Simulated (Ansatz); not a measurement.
Consider MgS.

The calculation's input:

```
crystal:
  lattice:
    - [4.0842009432, 0.0, 0.0]
    - [-2.0421004716, 3.537021771, 0.0]
    - [0.0, 0.0, 5.4798003483]
  atoms:
    - { symbol: Mg, position: [0.3333333333, 0.6666666667, 0.25] }
    - { symbol: Mg, position: [0.6666666667, 0.3333333333, 0.75] }
    - { symbol: S, position: [0.6666666667, 0.3333333333, 0.25] }
    - { symbol: S, position: [0.3333333333, 0.6666666667, 0.75] }
kpoints:
  mp_grid: { grid: [12, 12, 6] }
  band_path:
    path:
      - [0.0, 0.0, 0.0]
      - [0.5, 0.0, 0.0]
      - [0.3333333333, 0.3333333333, 0.0]
      - [0.0, 0.0, 0.5]
      - [0.5, 0.0, 0.5]
      - [0.3333333333, 0.3333333333, 0.5]
    npoints: 1
hamiltonian:
  xc: r2scan
scf:
  occupations: { method: fixed }
  n_extra_bands: 5
output:
  forces: true
  stress: true
  eigenvalues: true
  write_density: true
  write_potential: true
  elf: true
  volumetric_format: npy
```

Run with:

```sh
ansatz run input.yaml --threads 4 --pin off --max-ram 3686MiB --backend cpu --events-out ev --progress --plain --runs-dir out
```

Below, planes, directions and counts refer to the conventional cell (a = 4.08 Å, b = 4.08 Å, c = 5.48 Å, α = 90.00°, β = 90.00°, γ = 120.00°).

Space group P6₃/mmc; started from the h-MgO (five-fold) prototype, which need not be the ambient phase; changed on purpose from its base cell (epitaxial xy strain -4.9%); computed pressure about 6 GPa in this cell.

Theory: DFT, r2SCAN, plane waves, PAW (Ansatz).

What will maps of the valence pseudo-density and electron localisation function show?

Mg–S (2.36 Å): the density is about 0.42 e/Å³ at the midpoint; the ELF peaks at about 0.90 in the valence shell of S, 1.0 Å from its nucleus, and falls to about 0.05 next to Mg; a closed-shell, largely ionic contact.

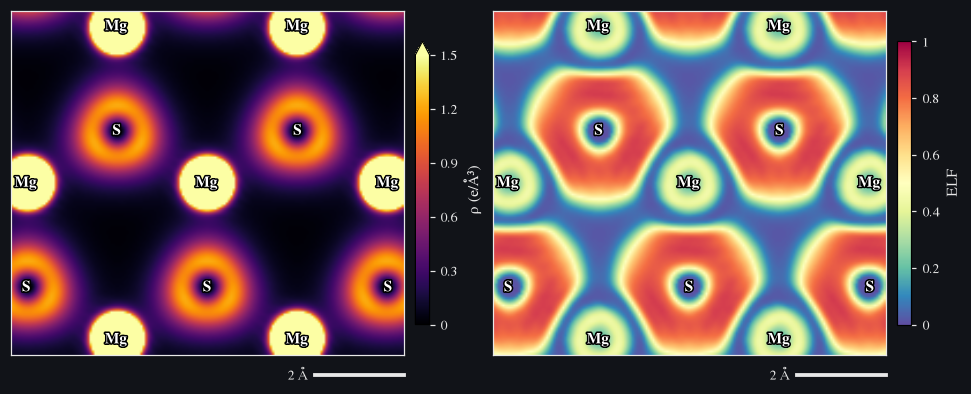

Computed valence pseudo-density and electron localisation function on the (001) plane of the conventional cell, in this order. 

Core electrons are frozen (PAW), and the valence fields are smoothed inside the atomic spheres.
